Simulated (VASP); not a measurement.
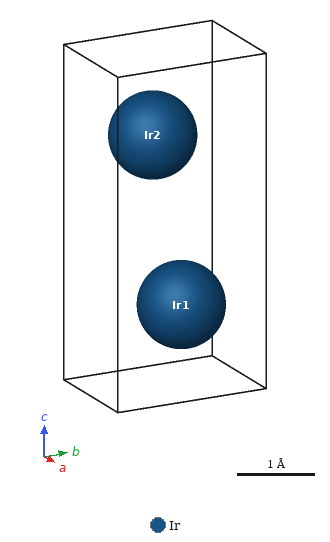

The structure as given in the input (ball-and-stick view of the cell of the calculation, seen slightly off an axis; atoms are numbered from 1 in the order of the input).

# What a change does: single-point calculation on Ir

System: Ir (2 atoms in the cell).
Method of run A: Kohn-Sham DFT of a periodic cell, PBE, VASP PAW PBE potentials, recommended, no spin polarisation (VASP 6.6.1).

The structure derives from a Materials Project entry. 

## INCAR, run A
```
SYSTEM = Ir
ADDGRID = .FALSE. ; ALGO = Normal
EDIFF = 1E-8 ; ENCUT = 900
GGA = PE ; ISIF = 2
ISMEAR = 0 ; LASPH = .TRUE.
LCHARG = .FALSE. ; LREAL = .FALSE.
LWAVE = .FALSE. ; NELM = 100
PREC = Accurate ; SIGMA = 0.05
```

## KPOINTS, run A
```
k-points
0
G
  14 14 8
  0 0 0
```

## POSCAR, run A
```
Ir
1.0
    2.7513778946      0.0000000000      0.0000000000
   -1.3756889473      2.3827631521      0.0000000000
    0.0000000000      0.0000000000      4.4622900000
Ir
2
Direct
    0.3583140000      0.6617470000      0.2121330000
    0.6598720000      0.3587530000      0.7691070000
```

Command:
```bash
cat potpaw_PBE.64/Ir/POTCAR > POTCAR
mpirun -np 1 vasp_std > vasp.out
```

Hardware: 1 thread of Intel Xeon @ 2.90GHz (Ice Lake), 192 GiB of memory available, shared host.

## OSZICAR and lines of OUTCAR (run A)
```
N       E                     dE             d eps       ncg     rms          rms(c)
DAV:   1     0.197770189551E+03    0.19777E+03   -0.12063E+04 20488   0.214E+03
DAV:   2    -0.875645777098E+01   -0.20653E+03   -0.19155E+03 20688   0.432E+02
DAV:   3    -0.179255101084E+02   -0.91691E+01   -0.85480E+01 25169   0.101E+02
DAV:   4    -0.181167625047E+02   -0.19125E+00   -0.18871E+00 22139   0.140E+01
DAV:   5    -0.181200162028E+02   -0.32537E-02   -0.32496E-02 25203   0.167E+00    0.224E+01
DAV:   6    -0.172253472109E+02    0.89467E+00   -0.14275E+00 23753   0.167E+01    0.953E+00
DAV:   7    -0.170534941669E+02    0.17185E+00   -0.49356E-01 25192   0.932E+00    0.211E+00
DAV:   8    -0.170425995000E+02    0.10895E-01   -0.96927E-03 22008   0.118E+00    0.327E-01
DAV:   9    -0.170417616577E+02    0.83784E-03   -0.23877E-03 25033   0.716E-01    0.285E-02
DAV:  10    -0.170417736003E+02   -0.11943E-04   -0.31539E-05 24336   0.547E-02    0.134E-02
DAV:  11    -0.170417784021E+02   -0.48018E-05   -0.29502E-06 23438   0.148E-02    0.684E-03
DAV:  12    -0.170417778563E+02    0.54586E-06   -0.22984E-07 24188   0.412E-03    0.110E-03
DAV:  13    -0.170417778830E+02   -0.26753E-07   -0.14094E-08 18374   0.120E-03    0.422E-04
DAV:  14    -0.170417779033E+02   -0.20306E-07   -0.15660E-09 11769   0.462E-04    0.835E-05
DAV:  15    -0.170417779095E+02   -0.62303E-08   -0.36075E-10 11334   0.233E-04
   1 F= -.17041778E+02 E0= -.17040014E+02  d E =-.352751E-02
[... from OUTCAR:]
  free energy    TOTEN  =       -17.04177791 eV
  energy without entropy =      -17.03825040  energy(sigma->0) =      -17.04001416
 E-fermi :  10.0600     XC(G=0): -13.7467     alpha+bet :-15.1862
  free  energy   TOTEN  =       -17.0417779095 eV
  energy  without entropy=      -17.0382504033  energy(sigma->0) =      -17.04001416
```

The input of run B differs as follows (lines with − go, lines with + come):
```diff
-EDIFF = 1E-8 ; ENCUT = 900
+EDIFF = 1E-6 ; ENCUT = 280
-PREC = Accurate ; SIGMA = 0.05
+PREC = Accurate ; SIGMA = 0.2
-  14 14 8
+  5 5 3
```

How does run B compare with run A?

The energy of run B (smearing taken to zero) is 46.0 meV per atom higher, the joint effect of these numerical settings, which can't be told apart here. The pressure goes from 12.72 to 12.51 GPa. The largest force goes from 3.771 to 3.489 eV/Å. The SCF takes 12 iterations against 15. The irreducible k-points go from 788 to 38. The plane waves at Γ go from 1822.0 to 318.0. On the same kind of shared host run B took about 0.012 times as long.

## OSZICAR and lines of OUTCAR (run B)
```
N       E                     dE             d eps       ncg     rms          rms(c)
DAV:   1     0.986550338500E+02    0.98655E+02   -0.58470E+03   996   0.835E+02
DAV:   2    -0.141257476185E+02   -0.11278E+03   -0.10354E+03  1033   0.307E+02
DAV:   3    -0.179896152592E+02   -0.38639E+01   -0.36551E+01  1199   0.596E+01
DAV:   4    -0.180526787186E+02   -0.63063E-01   -0.62778E-01  1071   0.679E+00
DAV:   5    -0.180539596353E+02   -0.12809E-02   -0.12808E-02  1183   0.977E-01    0.221E+01
DAV:   6    -0.171627117488E+02    0.89125E+00   -0.14002E+00  1103   0.160E+01    0.965E+00
DAV:   7    -0.169824998292E+02    0.18021E+00   -0.51727E-01  1198   0.926E+00    0.213E+00
DAV:   8    -0.169709031355E+02    0.11597E-01   -0.10757E-02  1043   0.122E+00    0.319E-01
DAV:   9    -0.169705453198E+02    0.35782E-03   -0.16728E-03  1228   0.548E-01    0.283E-02
DAV:  10    -0.169705573139E+02   -0.11994E-04   -0.32414E-05  1123   0.497E-02    0.194E-02
DAV:  11    -0.169705607156E+02   -0.34017E-05   -0.25908E-06  1020   0.137E-02    0.902E-03
DAV:  12    -0.169705602232E+02    0.49236E-06   -0.24916E-07   554   0.469E-03
   1 F= -.16970560E+02 E0= -.16948114E+02  d E =-.448927E-01
[... from OUTCAR:]
  free energy    TOTEN  =       -16.97056022 eV
  energy without entropy =      -16.92566748  energy(sigma->0) =      -16.94811385
 E-fermi :  10.1028     XC(G=0): -13.7538     alpha+bet :-15.1862
  free  energy   TOTEN  =       -16.9705602232 eV
  energy  without entropy=      -16.9256674827  energy(sigma->0) =      -16.94811385
```

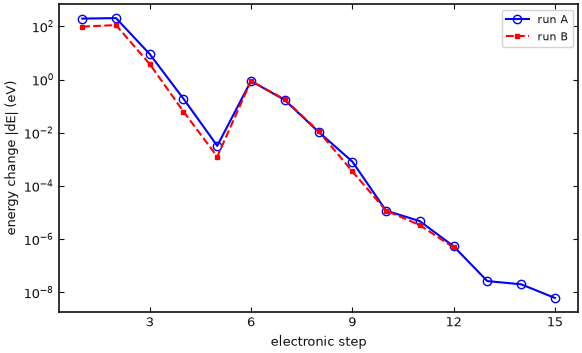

Convergence of the two runs: energy change |dE| against the electronic step. Run A takes 15 steps in all, and run B takes 12.

## The two runs side by side

| quantity | run A | run B |
| --- | --- | --- |
| outcome | converged | converged |
| free energy per atom (eV) | −8.5209 | −8.4853 |
| energy per atom, smearing taken to zero (eV) | −8.5200 | −8.4741 |
| gap on the mesh (eV) | 0.00 | 0.00 |
| pressure (GPa) | 12.72 | 12.51 |
| largest force (eV/Å) | 3.771 | 3.489 |
| SCF iterations | 15 | 12 |
| irreducible k-points | 788 | 38 |
| plane waves at Γ | 1822 | 318 |

For both runs: Spin–orbit coupling is left out, which matters for Ir. For run B: The settings depart from the standard set-up of this series, which can bear on the numbers.
